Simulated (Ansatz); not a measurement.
## Band-structure calculation, with input and output: Hf$_{2}$Si

Hf$_{2}$Si (I4/mcm, 6 atoms in the cell), computed with DFT r2SCAN, scalar-relativistic, plane waves, PAW, no spin polarisation (Ansatz 0.2.0).

The structure was made by a generator, so it may or may not be a known phase.

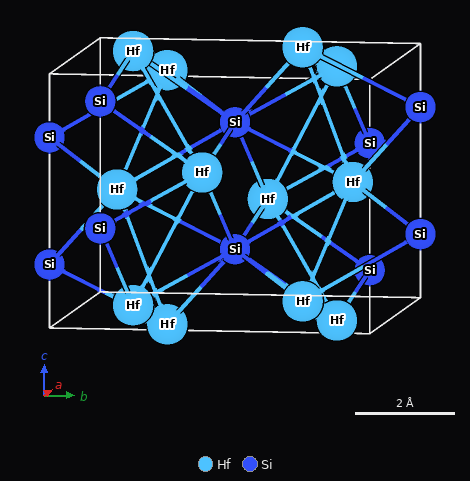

Figure 1. The structure as given in the input (ball-and-stick view of the cell 2 times as large as that of the calculation, set on its symmetry axes, seen at an oblique angle).

## Input
```yaml
crystal:
  lattice:
    - [-3.2918787579, 3.2918787579, 2.5965750981]
    - [3.2918787579, -3.2918787579, 2.5965750981]
    - [3.2918787579, 3.2918787579, -2.5965750981]
  atoms:
    - { symbol: Hf, position: [0.3431026418, 0.1568973582, 0.5] }
    - { symbol: Hf, position: [0.8431026418, 0.3431026418, 0.1862052835] }
    - { symbol: Hf, position: [0.6568973582, 0.8431026418, 0.5] }
    - { symbol: Hf, position: [0.1568973582, 0.6568973582, 0.8137947165] }
    - { symbol: Si, position: [0.25, 0.25, 0.0] }
    - { symbol: Si, position: [0.75, 0.75, 0.0] }
basis:
  ecutwfc: 500
kpoints:
  mp_grid: { grid: [10, 10, 10] }
  band_path:
    path:
      - [[0.0, 0.0, 0.0], [0.0, 0.0, 0.5], [-0.5, 0.5, 0.5], [0.0, 0.0, 0.0], [0.40554431, 0.40554431, -0.40554431]]
      - [[-0.40554431, 0.59445569, 0.40554431], [-0.5, 0.5, 0.5]]
      - [[0.0, 0.0, 0.5], [0.25, 0.25, 0.25], [0.0, 0.5, 0.0], [0.0, 0.0, 0.0]]
    npoints: 14
hamiltonian:
  xc: r2scan
scf:
  occupations: { method: gaussian, width: 0.1 }
  n_extra_bands: 15
output:
  forces: true
  stress: true
  eigenvalues: true
  populations: true
  dos: { projected: true, de: 0.02, nscf_kmesh: { grid: [12, 12, 12] } }
  bader: true
  write_density: true
  write_potential: true
  elf: true
  volumetric_format: npy
```

Launched with:
```bash
ansatz run input.yaml --threads 1 --pin off --max-ram 2560MiB --backend cpu --events-out ev --progress --plain --runs-dir out
```

## Output
```
scf.n_extra_bands = 15 over 56 filled bands (N_el = 112.0): the run solves 71 bands
Engine: ansatz 0.2.0, x86_64-unknown-linux-gnu
Pseudopotentials: kind: paw
Pseudopotential: Hf, paw, valence charge 26, recommended cutoff 500 eV (meta_gga), Hf.paw.azcp
Pseudopotential: Si, paw, valence charge 4, recommended cutoff 500 eV (meta_gga), Si.paw.azcp
Functional definition: r2SCAN
  parameter k0 = 0.174
  parameter k1 = 0.065
  parameter a1 = 4.9479
  exchange = r2scan_x(k0 = k0, k1 = k1, a1 = a1)
  correlation = r2scan_c
Crystal: 6 atoms, lattice volume = 112.551 Å³
Basis set: ecut = 500 eV, 2897 PW (Γ), exchange–correlation on 160×160×160 points (64 copies of the dense FFT grid, shifted against one another)
Bands: 71, of which v1, the nominal top of the filled ones, is band 56 counted from 1 (55 counted from 0)
Symmetry: 16 space group operations
Space group: I4/mcm (ITA 140), of the structure as read, at distance tolerance 4.8e-5 Å
k-points: 102 of 1000
Non-local potential: Hf, projectors of the file, l = 0: 3, l = 1: 2, l = 2: 2, l = 3: 3
Non-local potential: Si, projectors of the file, l = 0: 2, l = 1: 2, l = 2: 2
PAW form: soft (Blöchl's): semilocal exchange-correlation on the pseudo side does not see the compensation charge
PAW frozen core: Hf, regenerated for the run's functional (the file was generated under x = pbe(κ = 0.804, μ = 0.2195149727645171), c = pbe(β = 0.06672455060314922))
PAW frozen core: Si, regenerated for the run's functional (the file was generated under x = pbe(κ = 0.804, μ = 0.2195149727645171), c = pbe(β = 0.06672455060314922))
PAW one-centre angular grid: Hf, 974 points (default); XC on 160 Gauss nodes
PAW one-centre angular grid: Si, 302 points (default); XC on 160 Gauss nodes
Initial density: superposition of atomic densities (neutral atoms: chi_scale 0, normalization atom), corrected by the library's trained network
Initial wavefunctions: pseudopotential atomic-orbital guess
Functional: x = r2scan, c = r2scan; τ floored in thin density (d = 2e-4 eV/Å³)
SCF iter   1: F=—  HF=-64215.070270 eV  |F-HF|=—  |Δ(HF+E_count)|=         —  Δρ=8.35e-3  dr2=4.54e-2  dr2_τ=1.08e-1  ethr=1.77e-3  ⟨swp⟩=5.0  Hψ=23811  notcnv=0  defer=91
preconditioner: auto → Kerker (q_TF=auto, 2.726 Å⁻¹)  [metal: Δε(μ)=0.019 eV  Ē_g=18.421 eV  σ=0.100 eV  W_gap=0.11  n_scr=38 (ndim 8)  ℏωp=35.7 eV  f_vac=0.000  D(μ)=2.19/eV (n_scr^D=12)]
SCF iter   2: F=—  HF=-64215.119810 eV  |F-HF|=—  |Δ(HF+E_count)|=   4.95e-2  Δρ=3.83e-3  dr2=1.77e-2  dr2_τ=3.21e-3  ethr=4.05e-5  ⟨swp⟩=2.0  Hψ=14734  notcnv=0  defer=872
SCF iter   3: F=—  HF=-64215.117375 eV  |F-HF|=—  |Δ(HF+E_count)|=   2.43e-3  Δρ=3.09e-3  dr2=1.01e-2  dr2_τ=4.67e-4  ethr=1.58e-5  ⟨swp⟩=2.0  Hψ=9244  notcnv=0  defer=872
SCF iter   4: F=—  HF=-64215.118688 eV  |F-HF|=—  |Δ(HF+E_count)|=   1.31e-3  Δρ=4.29e-4  dr2=1.30e-4  dr2_τ=2.57e-5  ethr=8.98e-6  ⟨swp⟩=2.5  Hψ=10464  notcnv=0  defer=872
SCF iter   5: F=—  HF=-64215.118687 eV  |F-HF|=—  |Δ(HF+E_count)|=   7.40e-7  Δρ=1.37e-4  dr2=2.62e-5  dr2_τ=1.84e-6  ethr=1.16e-7  ⟨swp⟩=2.0  Hψ=12080  notcnv=0  defer=872
SCF iter   6: F=—  HF=-64215.118699 eV  |F-HF|=—  |Δ(HF+E_count)|=   1.23e-5  Δρ=4.51e-5  dr2=2.26e-6  dr2_τ=1.72e-7  ethr=2.34e-8  ⟨swp⟩=2.0  Hψ=11746  notcnv=0  defer=872
SCF iter   7: F=—  HF=-64215.118700 eV  |F-HF|=—  |Δ(HF+E_count)|=   1.33e-7  Δρ=1.20e-5  dr2=2.25e-7  dr2_τ=8.86e-9  ethr=2.02e-9  ⟨swp⟩=2.0  Hψ=12079  notcnv=0  defer=872
SCF iter   8: F=-64215.118700 eV  HF=-64215.118700 eV  |F-HF|=1.08e-8  |Δ(HF+E_count)|=   4.87e-8  Δρ=3.00e-6  dr2=9.38e-9  dr2_τ=8.86e-10  ethr=8.93e-11  ⟨swp⟩=12.5  Hψ=49199  notcnv=0
SCF 1 converged in 8 iterations: F = -64215.118700 eV  dr2 = 9.38e-9
  greatest PAW one-centre occupation: 0.998 electrons in one spin orbital (limit 2), on the Hf atom at site 2 (counted from 0), in its partial waves of l = 3
```

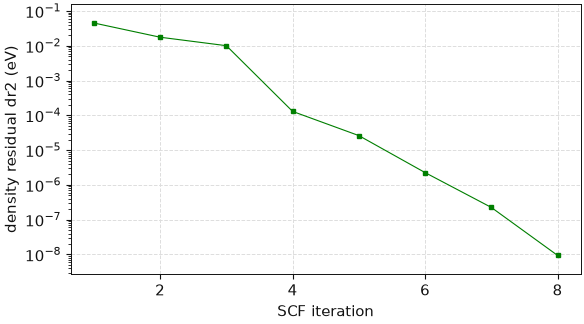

Figure 2. Convergence of the self-consistent field: density residual dr2 against the SCF iteration. The residual falls at every step.

```
NSCF: frozen V_eff on 115 k-points
NSCF: frozen V_eff on 163 k-points
SCF converged after 8 iterations
Free energy (F): -64215.118700 eV
Harris-Foulkes:  -64215.118700 eV  (|F-HF|=1.08e-8)
Internal energy: -64215.108066 eV  (E = F + TS)
E sigma→0 (E₀):  -64215.113383 eV
Entropy (-TS):   -0.010634 eV (-1.772 meV/atom)
Fermi energy:    18.014984 eV
--- Per-component energies (eV) ---
  E_band       = 31.901155
  E_kinetic    = 1778.216804
  E_local      = -22268.218274  (includes V_loc(G=0)·N_el)
  E_nonlocal   = -4946.020445
  E_hartree    = 10499.760911
  E_xc         = -1238.786246
  E_vxc        = -1275.978235  (∫ρ·V_xc dr)
  E_paw        = -28845.947511  (= ΣΔE_a)
  E_vpaw       = 5682.844698  (= ΣTr[D̂ρ^β])
  E_aug_tail   = 0.000004  (compensation charges beyond the density's cutoff)
  E_vtau       = 61.538595  (kinetic-family band-sum trace: ∫τ·v_τ [+ j·A + Jᵃ·Aᵃ] dr)
  E_ewald      = -19195.246531
  E_core_change = 1.133221  (= ΣΔE_core)
  E_smearing   = -0.010634  (= −TS)
  E_closure    = -0.000000  (closes the sum)
  Σ components = -64215.118700   (vs F -64215.118700, Δ=0.00e0)
--- Forces (eV/Å), atoms counted from 1 ---
  atom   1  Hf    -0.03083873     0.03083873     0.00000000
  atom   2  Hf     0.03083873     0.03083873    -0.00000000
  atom   3  Hf     0.03083873    -0.03083873     0.00000000
  atom   4  Hf    -0.03083873    -0.03083873     0.00000000
  atom   5  Si    -0.00000000     0.00000000     0.00000000
  atom   6  Si     0.00000000     0.00000000     0.00000000
  max |Σ_I F_I| component: 1.39e-17 eV/Å
--- Stress (GPa, compression-positive) ---
       -1.694903      -0.000000       0.000000
       -0.000000      -1.694903       0.000000
       -0.000000       0.000000      -1.914998
  P = ⅓ Tr σ = -1.7683 GPa (-17.683 kbar)
--- Band table (eV; the first three rows and the last of 102) ---
  k-point 0: bands = ["-45.2204", "-45.1854", "-45.1472", "-45.1472", "-13.4662", "-13.4566", "-13.3391", "-13.3391", "-13.3185", "-13.3185", "-13.2121", "-13.1850", "-13.1845", "-12.8859", "-12.8760", "-12.8760", "6.2977", "6.3490", "6.3537", "6.3549", "6.3558", "6.3625", "6.3625", "6.3652", "6.3670", "6.3670", "6.3721", "6.3721", "6.3764", "6.3774", "6.3795", "6.3851", "6.3860", "6.3875", "6.3875", "6.3896", "6.3919", "6.3950", "6.3950", "6.4031", "6.4185", "6.4185", "6.4225", "6.4225", "6.8867", "11.7189", "13.7236", "14.2118", "14.5477", "14.5477", "16.4608", "16.4608", "16.6093", "16.6093", "16.8411", "17.0116", "20.1725", "20.2445", "20.2665", "20.7290", "20.7290", "20.8260", "20.8260", "21.6419", "22.6479", "23.5451", "24.0156", "24.0480", "25.0398", "25.1561", "25.1561"]
  k-point 1: bands = ["-45.2192", "-45.1852", "-45.1485", "-45.1472", "-13.4632", "-13.4609", "-13.3388", "-13.3381", "-13.3261", "-13.3187", "-13.2082", "-13.1889", "-13.1612", "-12.8895", "-12.8892", "-12.8762", "6.3049", "6.3495", "6.3529", "6.3549", "6.3561", "6.3610", "6.3628", "6.3635", "6.3689", "6.3699", "6.3701", "6.3720", "6.3765", "6.3772", "6.3787", "6.3848", "6.3867", "6.3882", "6.3893", "6.3898", "6.3918", "6.3943", "6.3945", "6.4034", "6.4172", "6.4185", "6.4214", "6.4226", "6.9486", "11.7583", "13.6050", "13.6738", "14.6701", "15.0100", "16.4030", "16.4478", "16.4861", "16.6294", "16.8709", "17.0549", "19.7773", "20.2395", "20.3017", "20.4705", "20.6028", "20.8695", "21.4337", "21.9120", "22.8642", "23.4668", "23.9933", "24.0416", "24.7739", "24.8486", "25.1187"]
  k-point 2: bands = ["-45.2162", "-45.1844", "-45.1524", "-45.1472", "-13.4741", "-13.4440", "-13.3744", "-13.3360", "-13.3191", "-13.3002", "-13.2118", "-13.1869", "-13.1141", "-12.9257", "-12.8992", "-12.8770", "6.3199", "6.3483", "6.3543", "6.3548", "6.3555", "6.3577", "6.3628", "6.3656", "6.3674", "6.3721", "6.3722", "6.3730", "6.3764", "6.3768", "6.3778", "6.3833", "6.3850", "6.3895", "6.3919", "6.3925", "6.3926", "6.3928", "6.3942", "6.4035", "6.4138", "6.4183", "6.4184", "6.4229", "7.1269", "11.8669", "12.9866", "13.3835", "14.8999", "15.3245", "16.2422", "16.4747", "16.5603", "16.6464", "16.8943", "16.9492", "19.4990", "20.0609", "20.1536", "20.2763", "20.4152", "21.1828", "22.3029", "22.3611", "23.1588", "23.3174", "23.8003", "24.0051", "24.3513", "24.5347", "24.8144"]
  k-point 101: bands = ["-45.1829", "-45.1737", "-45.1737", "-45.1701", "-13.5498", "-13.4728", "-13.4178", "-13.2585", "-13.2585", "-13.2185", "-13.1905", "-13.1205", "-13.0144", "-13.0144", "-12.9818", "-12.9818", "6.3395", "6.3541", "6.3562", "6.3562", "6.3589", "6.3589", "6.3603", "6.3663", "6.3714", "6.3748", "6.3778", "6.3778", "6.3814", "6.3814", "6.3863", "6.3870", "6.3887", "6.3887", "6.3911", "6.3919", "6.3919", "6.3931", "6.3960", "6.4009", "6.4009", "6.4026", "6.4077", "6.4123", "8.3813", "12.0819", "12.6736", "12.6736", "12.7886", "15.3791", "15.8921", "15.8921", "17.1214", "17.4906", "18.1137", "18.3584", "18.4215", "18.4215", "19.4402", "19.6068", "19.8510", "19.8510", "22.8239", "22.8398", "23.2280", "23.2280", "23.2283", "23.2283", "23.8864", "24.2939", "24.5494"]
--- Löwdin populations: 6 sites ---
  site symbol       q [e]
     0     Hf     25.7582
     1     Hf     25.7582
     2     Hf     25.7582
     3     Hf     25.7582
     4     Si      4.2688
     5     Si      4.2688
  spilling = 0.003835 (of n_electrons = 112.000000)
--- Bader charges: 6 sites ---
  site symbol  charge [e]  shift [e]
     0     Hf      0.8392     0.0001
     1     Hf      0.8392     0.0001
     2     Hf      0.8392     0.0001
     3     Hf      0.8392     0.0001
     4     Si     -1.6782     0.0002
     5     Si     -1.6788     0.0002
  estimated error of the sums over rays = 6.4e-4 e
```

## File bader_charges.tsv
```
# site	symbol	x_ang	y_ang	z_ang	partial_charge_e	electrons	volume_ang3	relative_density_drop	shared_charge_e	partial_wave_shift_e
# quadrature_error_electrons = 6.4e-4
0	Hf	1.0330	2.2589	0.0000	0.83924	71.16076	17.71	-	0.83924	0.00010
1	Hf	-1.0330	2.2589	2.5966	0.83923	71.16077	17.71	-	0.83923	0.00010
2	Hf	2.2589	1.0330	2.5966	0.83924	71.16076	17.71	-	0.83924	0.00010
3	Hf	4.3249	1.0330	0.0000	0.83923	71.16077	17.71	-	0.83923	0.00010
4	Si	0.0000	0.0000	1.2983	-1.67819	15.67819	20.85	-	-1.67819	0.00021
5	Si	0.0000	0.0000	3.8949	-1.67875	15.67875	20.85	-	-1.67875	0.00021
```

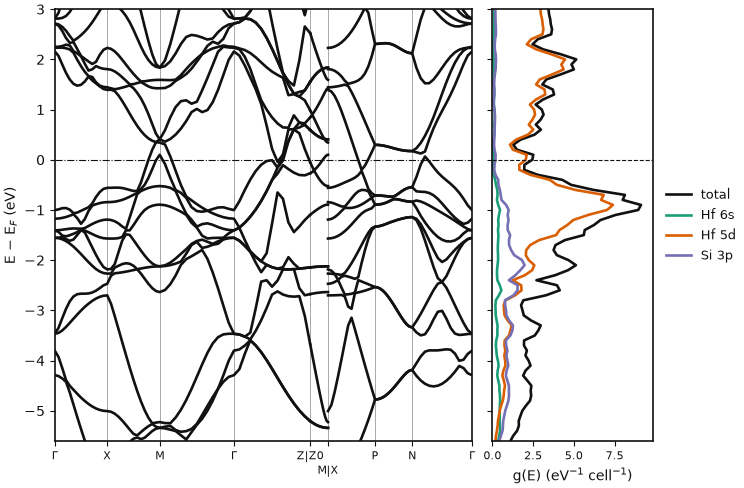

Figure 3. Band structure along Γ–X–M–Γ–Z|Z0–M|X–P–N–Γ and density of states (projected on Löwdin-orthogonalised atomic shells), with energies from the Fermi level. Bands cross the Fermi level: a metal at this level of theory.

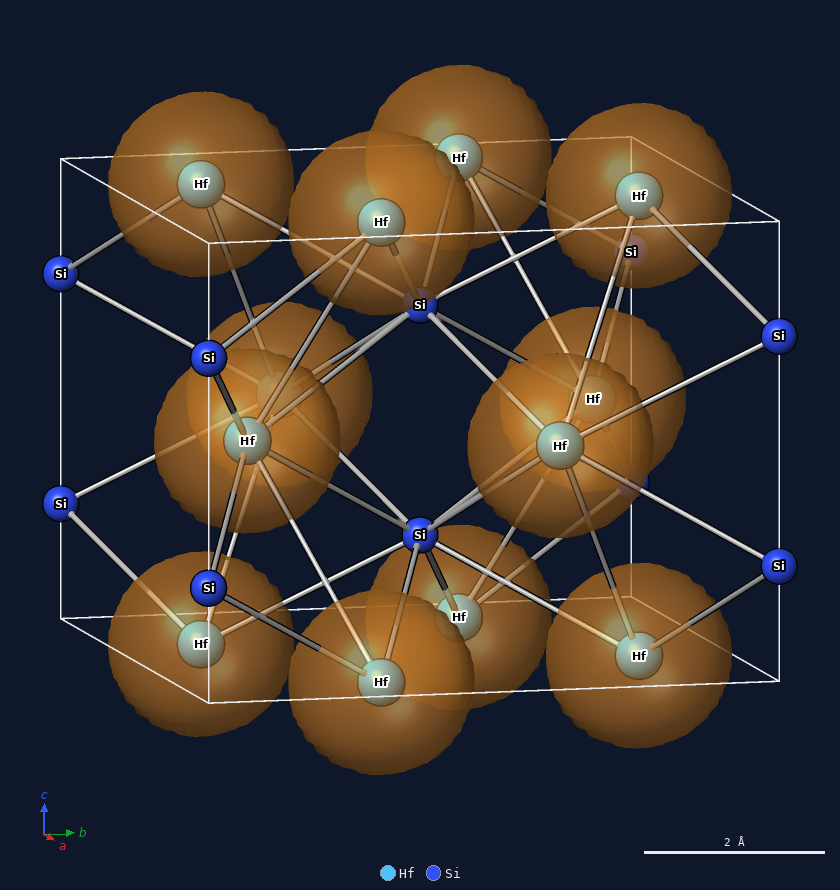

Figure 4. Isosurface of the valence charge density (pseudo) at 0.6 e/Å³ (orange), seen slightly off an axis. Sticks mark near contacts. The outline is the cell set on symmetry axes. At this value the density breaks into separate islands; it holds about 80 % of the electrons treated as valence (semicore included). It is pinched off along the Hf–Si (2.80 Å), Hf–Hf (2.92 Å) and Hf–Hf (3.12 Å) contacts. On the grid the lowest density along these lines, outside the cores, is 0.27 e/Å³ (Hf–Si, 2.80 Å), 0.21 e/Å³ (Hf–Hf, 2.92 Å) and 0.18 e/Å³ (Hf–Hf, 3.12 Å). Core electrons are frozen (PAW), so the fields are smoothed inside the atomic spheres.

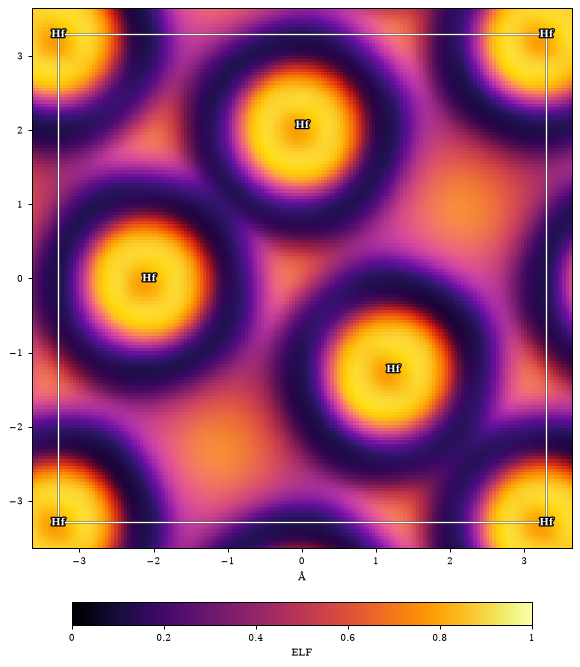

Figure 5. ELF on the (001) plane of the conventional cell. The section cuts through Hf sites. Hf–Hf (2.92 Å): the ELF is about 0.15 at the midpoint (no shared electron pair). The ELF has a maximum of about 0.60 in the space between the atoms. The strong features right at Hf lie inside the PAW spheres (semicore, d or f shells) and say nothing about bonding.

## Summary

```tsv
quantity	value
outcome	converged
space group (tolerance 0.01 Å)	I4/mcm (140)
electrons treated	112
free energy	−64215.1187 eV
Fermi energy	18.015 eV
gap on the k-point mesh	none (metallic)
pressure	−1.77 GPa
largest force (length of the vector)	0.044 eV/Å
hardware	1 thread of AMD EPYC (Zen 5), 32 GiB of memory available, shared host
wall time	1.7 min
peak memory	1.5 GiB
```

## Remarks

Spin–orbit coupling is left out, which matters for Hf.
